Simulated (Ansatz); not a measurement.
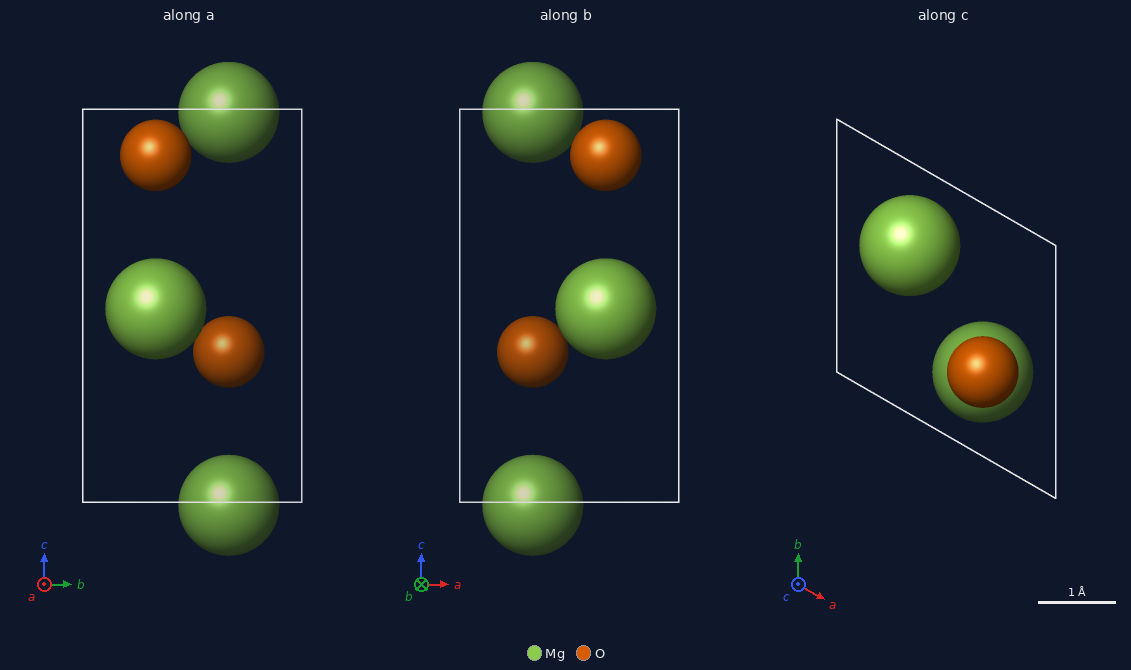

We look at a spheres-only model of the crystal along the a axis, along the b axis and along the c axis. The conventional unit cell is outlined; an atom on or near a face, edge or corner is repeated at each equivalent position.

Lattice parameters: a = 3.288 Å, b = 3.288 Å, c = 5.110 Å, α = 90.00°, β = 90.00°, γ = 120.00°. Put a along x and b in the xy plane.

Transcribe the picture into a POSCAR file, with free fractional coordinates to two decimals.

Answer.
```
Mg O
1.0
     3.288    0.000    0.000
    -1.644    2.848    0.000
     0.000    0.000    5.110
Mg O
2 2
Direct
  0.3333 0.6667 0.99
  0.6667 0.3333 0.49
  0.3333 0.6667 0.38
  0.6667 0.3333 0.88
```

The cell started as a structure type filled with these elements by a generator (whether the compound takes this form wasn't checked). The cell was then strained or its atoms displaced on purpose. Ansatz was used for an electronic-structure calculation on it.
